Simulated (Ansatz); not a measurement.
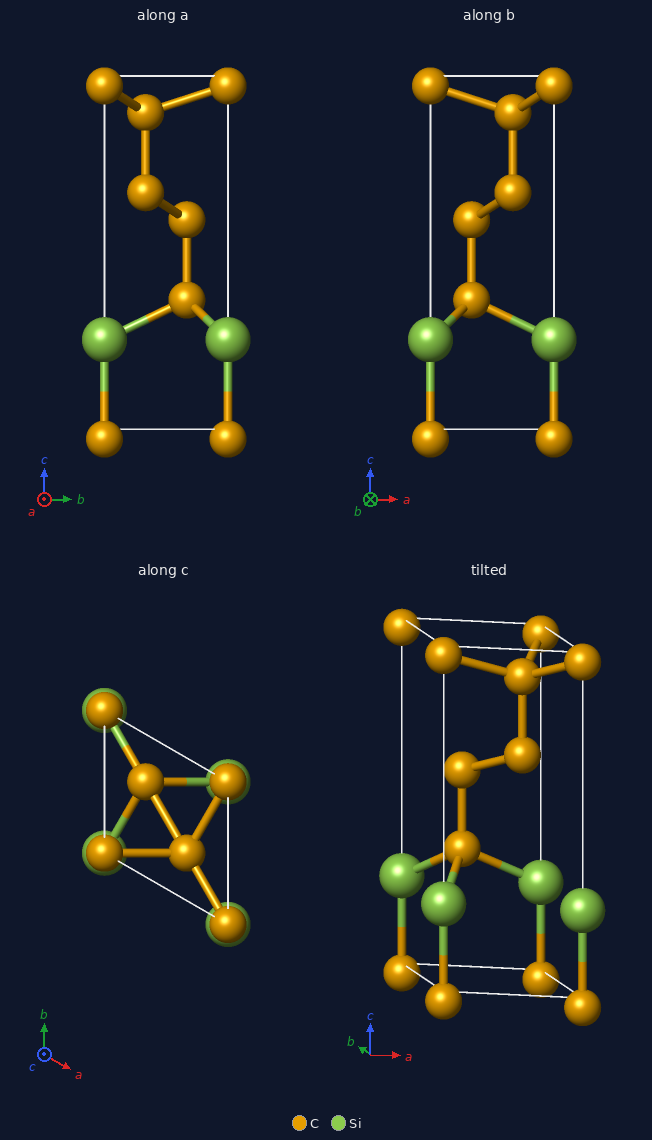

A ball-and-stick rendering, viewed along the a axis, along the b axis, along the c axis and slightly off an axis. Atoms at the boundary of the conventional unit cell (the box) are drawn once for each face, edge or corner they touch.

Lattice parameters: a = 2.7247 Å, b = 2.7247 Å, c = 6.7451 Å, α = 90.000°, β = 90.000°, γ = 120.000°.

Convert the drawing into a CIF with its space group and independent sites, with free fractional coordinates to two decimals.

Answer.
```cif
data_structure
_symmetry_space_group_name_H-M 'P 3 m 1'
_symmetry_Int_Tables_number 156
_cell_length_a 2.7247
_cell_length_b 2.7247
_cell_length_c 6.7451
_cell_angle_alpha 90.000
_cell_angle_beta 90.000
_cell_angle_gamma 120.000
_cell_volume 43.37
loop_
_atom_site_label
_atom_site_type_symbol
_atom_site_symmetry_multiplicity
_atom_site_Wyckoff_symbol
_atom_site_fract_x
_atom_site_fract_y
_atom_site_fract_z
_atom_site_occupancy
C1 C 1 a 0.00 0.00 0.97 1
C2 C 1 c 0.6667 0.3333 0.67 1
C3 C 1 b 0.3333 0.6667 0.37 1
C4 C 1 c 0.6667 0.3333 0.90 1
C5 C 1 b 0.3333 0.6667 0.59 1
Si1 Si 1 a 0.00 0.00 0.25 1
```

Provenance: a structure type filled with these elements by a generator (whether the compound takes this form wasn't checked). Earlier steps of the study, as a rule a relaxation of our own, may have changed the cell and positions, so they can lie some per cent off the listed ones. It went into a calculation with Ansatz.
